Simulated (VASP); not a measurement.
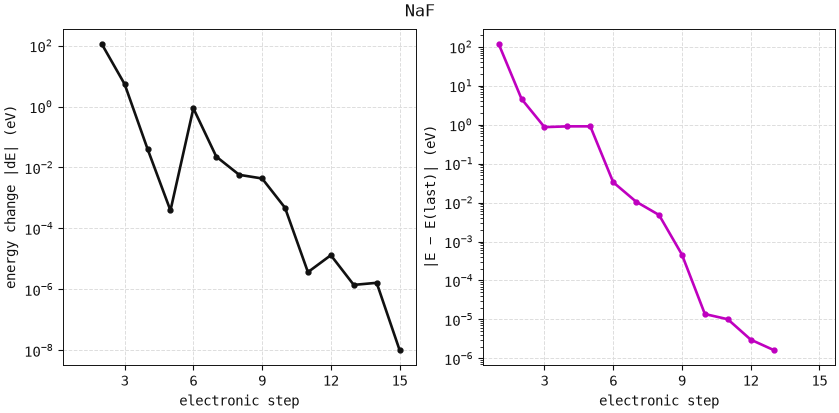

The plot shows the electronic steps of a calculation: energy change |dE|, distance of the free energy from its last value. Energy differences below 3 × 10⁻⁸ eV aren't drawn.

NaF (2 atoms in the cell), run with VASP.

INCAR
```
ENCUT = 520.000000
SIGMA = 0.020000
EDIFF = 1.00e-07
GGA = PE
PREC = Accurate
IBRION = -1
ISIF = 2
ISMEAR = -1
NBANDS = 14
NELM = 120
NSW = 0
LASPH = .TRUE.
LCHARG = .FALSE.
LWAVE = .FALSE.
LREAL = .FALSE.
ALGO = Fast
BMIX = 0.5
```

KPOINTS
```
KPOINTS created by Atomic Simulation Environment
0
Gamma
12 12 12
0 0 0
```

POSCAR
```
Na F
 1.0000000000000000
     2.7934852185999999    0.0000000000000000    0.0000000000000000
     0.0000000000000000    2.7934852185999999    0.0000000000000000
     0.0000000000000000    0.0000000000000000    2.9454508144000000
 Na  F
   1   1
Cartesian
  0.0000000000000000  0.0000000000000000  0.0000000000000000
  1.3967426092999999  1.3967426092999999  1.4727254072000000
```

**Did the calculation converge?**

Converged, in 15 steps. The energy change falls unevenly and jumps up by a factor of two or more twice on the way down, most sharply at step 6 (by about 3 orders of magnitude). The jump at step 6 comes where the charge density, held fixed for the first 5 steps, starts to be updated.
